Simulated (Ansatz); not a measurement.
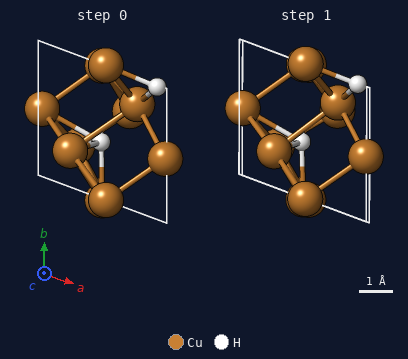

The structure of a crystal of Cu4H (a generated structure, set up in P1) (coarse preliminary run) before (left) and after (right) a relaxation, at one scale.

A ball-and-stick model of the cell of the calculation, seen along the c axis.

Computed with DFT PBE, scalar-relativistic, plane waves, PAW in Ansatz 0.2.0.

The input:
```yaml
crystal:
  lattice:
    - [2.412260004, -2.4512156848, -2.5463033933]
    - [-2.4099562929, -2.3758699844, 2.4732614039]
    - [-4.7665471473, -0.0707382784, -4.9638956476]
  atoms:
    - { symbol: Cu, position: [-0.0117537771, 0.4735587912, -0.0313125649] }
    - { symbol: Cu, position: [0.4989994226, 0.99059966, 0.4871832898] }
    - { symbol: Cu, position: [0.5275105913, 0.0029886569, 1.0047248765] }
    - { symbol: Cu, position: [0.0314730137, 0.503461489, 0.5346749998] }
    - { symbol: Cu, position: [0.2490395593, 0.2696529468, 0.759246855] }
    - { symbol: Cu, position: [0.7129548809, 0.7292603461, 0.2379007847] }
    - { symbol: Cu, position: [0.7707863317, 0.8018704666, 0.7428696812] }
    - { symbol: Cu, position: [0.3045295659, 0.3224978011, 0.2657629248] }
    - { symbol: H, position: [-0.0744058628, -0.0150534089, 0.9807925295] }
    - { symbol: H, position: [0.4908662745, 0.4211632511, 0.5181566234] }
basis:
  ecutwfc: 420
kpoints:
  mp_grid: { grid: [6, 6, 4] }
hamiltonian:
  xc: pbe
scf:
  occupations: { method: gaussian, width: 0.2 }
  lower_state_search: "off"
output:
  forces: true
  stress: true
  eigenvalues: true
relax:
  adjacent_minimum: "off"
  f_tol: 0.025
  max_steps: 60
  cell: { stress_tol: 0.25 }
```

Launched with:
```bash
ansatz run input.yaml --threads 1 --pin off --max-ram 2048MiB --backend cpu --events-out ev --progress --plain --runs-dir out
```

Describe what moved and what it gained.

Answer. The run was cut off at its time limit before the relaxation converged, so the last structure is only a point on the way. Over 1 geometry step the energy falls by 134 meV per atom. The largest force component goes from 5.3 to 1.9 eV/Å. The pressure goes from 6.99 to 2.92 GPa. Cu6 moves most relative to the cell: 0.16 Å roughly along [3 1 0]. By element the largest moves are Cu 0.16 Å, H 0.07 Å. The drawn cell changes as follows: a 4.279 → 4.233 Å (−1.1 %), b 4.192 → 4.203 Å (+0.3 %), c 6.882 → 6.803 Å (−1.1 %), α 91.2° → 90.8°, β 87.4° → 89.1°, γ 110.5° → 110.4°; the volume changes by −1.8 %. Some distances before and after: Cu6–Cu8 1.973 → 2.184 Å, Cu1–Cu8 2.705 → 2.546 Å, Cu1–Cu5 2.127 → 2.230 Å, Cu3–Cu5 2.592 → 2.505 Å. Among the angles between lasting bonds that change: Cu3–Cu6–Cu8 97.5° → 90.4°, Cu2–Cu6–Cu3 91.0° → 85.5°, Cu2–Cu8–Cu6 99.6° → 94.4°. The space group stays P1 (No. 1).
